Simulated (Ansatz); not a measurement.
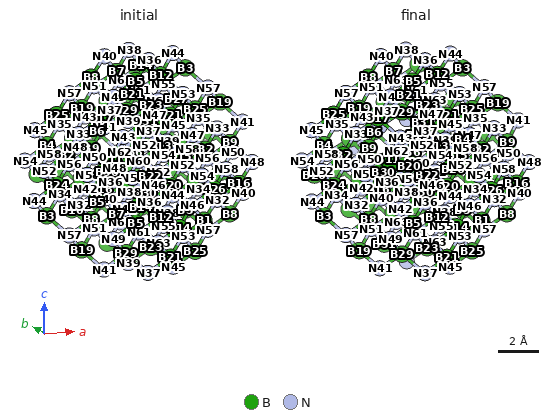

The structure of a defect cell of composition B$_{31}$N$_{32}$ (cell charge −3) before (left) and after (right) a relaxation, at one scale.

Style: ball-and-stick. Shown: the atoms within 5.8 Å of the atom that moves most (axes of the cell of the calculation (origin shifted)), slightly off an axis.

All numbers below come from DFT, PBEsol, PAW, plane waves in Ansatz 0.2.0. (plane-wave cutoff 420 eV; k-point mesh 1 × 1 × 1; mesh shifted by (0.25, 0.25, 0.25); no spin polarisation; atoms relaxed in a fixed cell; force threshold 0.03 eV/Å; at most 80 steps)

Describe what moved and what it gained.

Answer. The energy falls by 3.345 eV per cell of the calculation in 6 geometry steps. Largest force component: 3.3 eV/Å at the start, 0.0007 eV/Å at the end. An N atom moves most: 0.15 Å along [1 −1 −1]. By element the largest moves are N 0.15 Å, B 0.10 Å. The cell doesn't change. Among the contacts that change: B–N 1.609 → 1.467 Å, B–N 1.589 → 1.467 Å, B–N 1.567 → 1.467 Å, B–N 1.545 → 1.467 Å. Among the angles between lasting bonds that change: B–N–B 105.2° → 113.5°, N–B–N 106.2° → 113.7°, N–B–N 106.8° → 113.6°.

Limits of the set-up: the periodic images lie only 7.2 Å apart, so the values are limited by the cell's size; the cell is charged, on a uniform background, and energies carry no finite-size correction.
